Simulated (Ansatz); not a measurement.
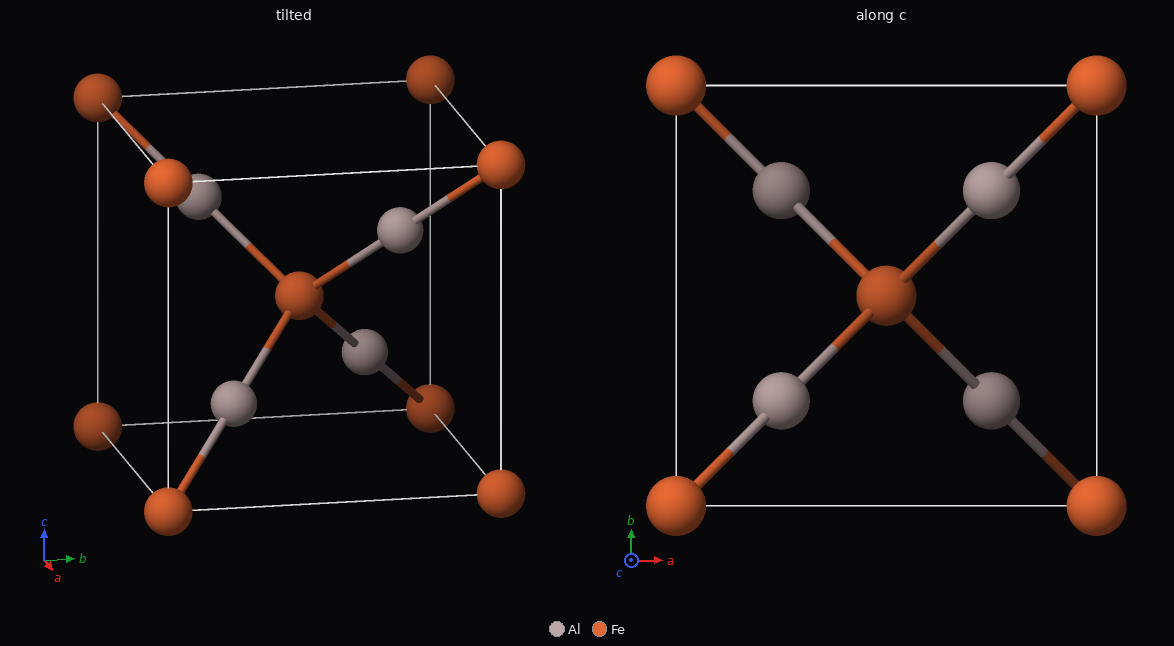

An orthographic ball-and-stick view of the structure, slightly off an axis and along the c axis. Thin lines show the conventional unit cell, with boundary atoms drawn in all their periodic places. Cell: a = 5.19 Å, b = 5.19 Å, c = 5.19 Å, α = 90.00°, β = 90.00°, γ = 90.00°.

The structure was taken from a structure type filled with these elements by a generator (whether the compound takes this form wasn't checked). Earlier steps of the study may have refined or changed the cell and positions. Ansatz was used for an electronic-structure calculation on it.

Notes on the structure:

Chemical formula Al₂Fe. The symmetry is that of Pn-3m (No. 224), on a primitive cubic lattice. It belongs to the family called cuprite (Cu₂O) type. With Z = 2, the cell contains 4 Al, 2 Fe. Al bonds to two Fe in a linear arrangement at about 2.2 Å. Fe is linked to four Al in a tetrahedral arrangement at about 2.2 Å. The bonds build a three-dimensional framework.

Electronic-structure method: DFT PBE, scalar-relativistic, plane waves, PAW in Ansatz. Parameters: a cutoff energy of 420 eV, k-mesh 8×8×8, Gaussian smearing of 0.1 eV, no spin polarisation (a spin-restricted run, not always the ground state).

How large a gap does the method give, if there is one?

A metal: bands cross the Fermi level.

What charge does Bader's analysis assign to each element?

Al +1.09 e; Fe -2.17 e.

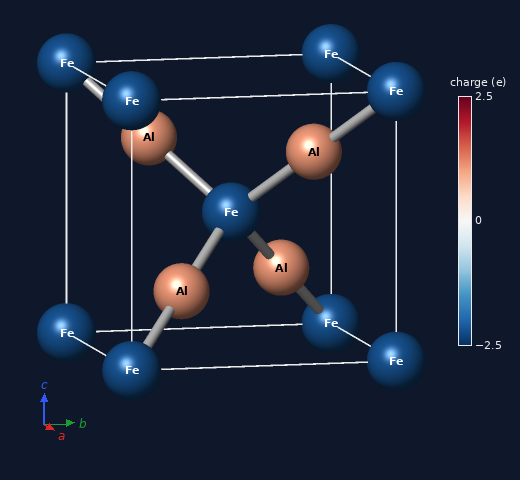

The atoms coloured by those charges. The run's cell of 6 atoms is drawn.

Is the structure relaxed at this level of theory?

Yes. All forces vanish to within 0.01 eV/Å. The pressure is 0.0 GPa, close to zero.
